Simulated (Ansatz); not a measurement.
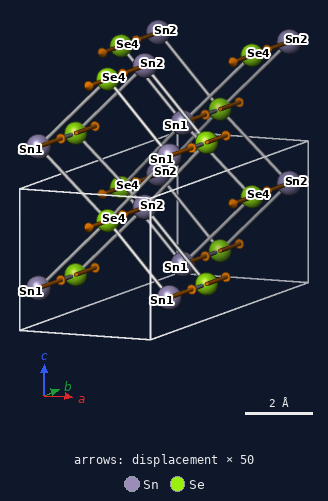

This is a relaxation of a crystal of SnSe (set up in Cmcm). The starting structure is drawn; orange arrows show the displacements (the part carried along by the change of the cell is left out), magnified 50 times.

Style: ball-and-stick. Shown: the conventional cell (2 times the calculation's cell), repeated 1 × 1 × 2 with one cell outlined, slightly off an axis. Lengths and directions refer to the drawn axes.

Level of theory: DFT PBE+D3(BJ), scalar-relativistic, plane waves, PAW (Ansatz 0.2.0). Settings: plane-wave cutoff 420 eV; k-point mesh 8 × 8 × 6; occupations gaussian; smearing width 0.02 eV; no spin polarisation; cell and atoms relaxed; force threshold 0.005 eV/Å; at most 80 steps.

**Describe the change and its energy.**

After 4 accepted moves (5 points after the start) the energy has fallen by 55.9 meV per cell of the calculation. Largest force component: 0.28 eV/Å at the start, 0.004 eV/Å at the end. The pressure goes from −2.62 to −0.02 GPa. At 1 point the geometry stayed and the basis and grid were re-selected for the new cell (energy shift of 0.8 meV per cell of the calculation at most each time). The largest moves relative to the cell, 0.038 Å, are those of Sn atoms. Largest moves by element: Sn 0.038 Å, Se 0.034 Å. The drawn cell changes as follows: a 4.310 → 4.230 Å (−1.9 %), b 11.705 → 11.599 Å (−0.9 %), c 4.318 → 4.227 Å (−2.1 %); the volume changes by −4.8 %. Among the contacts that change: Se–Sn 3.063 → 2.997 Å, Se–Sn 2.762 → 2.733 Å. Bond angles that change, for instance: Se–Sn–Se 169.5° → 172.1°, Sn–Se–Sn 169.5° → 172.1°. The space group stays Cmcm (No. 63).
